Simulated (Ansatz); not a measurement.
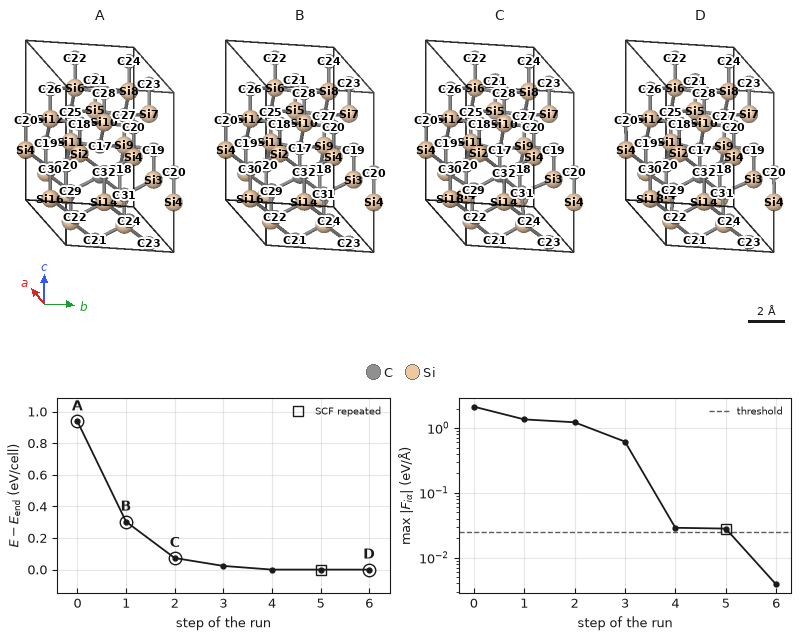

Frames of a relaxation of a defect cell of composition Si15C17, marked on the history of the run. A ball-and-stick model of the cell of the calculation (origin shifted), seen from a free direction.

Case: C on a Si site (b), charge +0, atoms relaxed at the host's cell.

Level of theory: DFT PBE, scalar-relativistic, plane waves, PAW in Ansatz. (plane-wave cutoff 420 eV; k-point mesh 2 × 2 × 2; occupations gaussian; smearing width 0.01 eV; no spin polarisation; atoms relaxed in a fixed cell; force threshold 0.025 eV/Å; at most 45 steps)

What happens along the run?

Over 5 accepted moves (6 points after the start) the energy falls by 0.938 eV per cell of the calculation. The largest force component goes from 2.1 to 0.0039 eV/Å. 1 step only repeated the SCF at the same geometry. The atom that moves furthest is a C atom (0.21 Å along −c). Largest moves by element: C 0.21 Å, Si 0.06 Å. The cell stays as it was. Among the contacts that change: C–C 1.905 → 1.682 Å, C–C 1.896 → 1.730 Å, C–Si 1.905 → 1.989 Å, C–Si 1.896 → 1.969 Å. Bond angles that change, for instance: C–Si–C 109.4° → 117.6°, Si–C–Si 109.5° → 105.0°, C–Si–C 109.3° → 113.8°. From step 0 to 1: a C atom moves most (0.11 Å), energy −0.635 eV per cell of the calculation. From step 1 to 2: C atoms move most (0.13 Å), energy −0.230 eV per cell of the calculation. From step 2 to 6: a C atom moves most (0.05 Å), energy −73.5 meV per cell of the calculation.

Limits of the set-up: the periodic images lie only 6.2 Å apart, so the values are limited by the cell's size.
